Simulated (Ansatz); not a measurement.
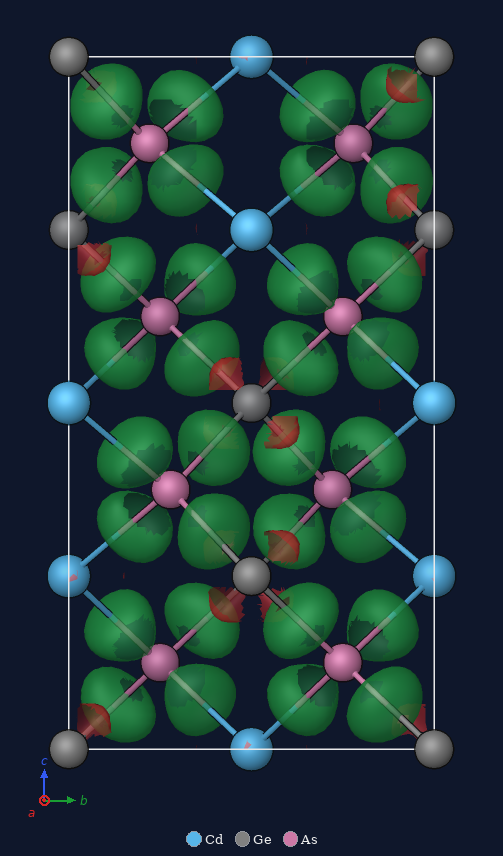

The picture shows: CdGeAs₂. Density of the crystal less the sum of free-atom densities: green surfaces at +0.04 and red ones at −0.04 e/Å³, in the conventional cell seen along the a axis (the regions close to the nuclei are left out). Cores are masked to 0.9 Å (Cd), 0.8 Å (Ge) and 0.8 Å (As).

Space group I-42d; the calculation finds a residual pressure of about −3 GPa at this fixed cell. The cell comes from a database of computed structures, not from a measurement.

Level of theory: DFT LDA, scalar-relativistic, plane waves, PAW in Ansatz 0.2.0.

In a PAW calculation such maps are meaningful between the atoms, not at the nuclei.

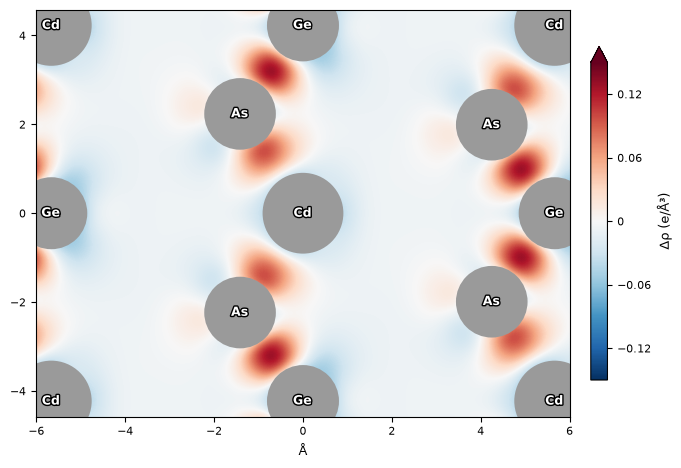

Second picture: a map on the (110) plane of the conventional cell, with grey discs over the atomic cores.

> What does the deformation density say about the bonding?

As–Ge (2.45 Å): Δρ is +0.13 e/Å³ at the midpoint, where it peaks: a build-up of bond charge.
As–Cd (2.65 Å): Δρ is +0.07 e/Å³ at the midpoint.
Over the whole cell, outside the masked cores, the largest gain, 0.13 e/Å³, lies 1.2 Å from a germanium nucleus and 1.2 Å from an arsenic one, and the largest loss lies at the edge of the masked core of Ge.
In all about 0.20 e an atom is rearranged against the free atoms.
Bader charges: Cd +0.39, Ge +0.44 and As −0.42 e.

The run took 110 s on 2 threads of Arm Neoverse N1 (shared host), peak memory 0.65 GiB.
